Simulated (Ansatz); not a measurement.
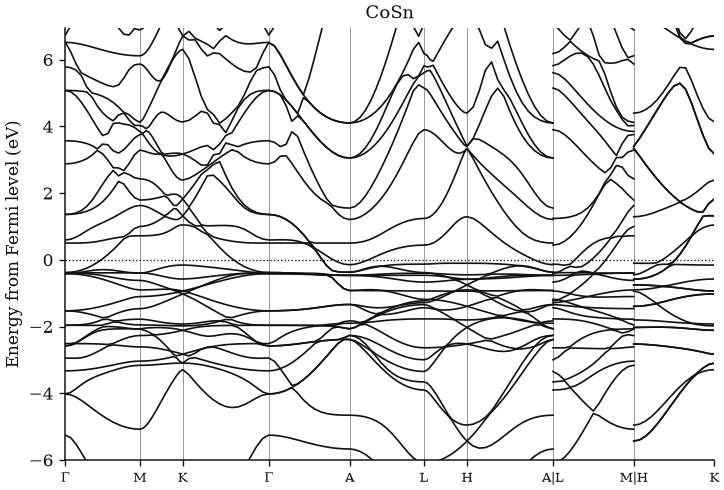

Band structure. Energies are counted from the Fermi level.

> What lattice type does the k path imply?

A hexagonal (primitive) lattice: the path Γ–M–K–Γ–A–L–H–A|L–M|H–K runs through the special points of its Brillouin zone.

Calculation on CoSn, space group P6/mmm (No. 191), 6 atoms in the cell.

Method: DFT PBEsol, scalar-relativistic, plane waves, PAW, no spin polarisation, 12×12×8 k mesh, 420 eV cutoff, Gaussian smearing of 0.1 eV (Ansatz 0.2.0).

> Does this material conduct, going by its bands?

A metal: 4 bands cross the Fermi level along this path.

The run has no spin polarisation, so a magnetic state may lie lower. The cell is at −6 GPa in this functional.
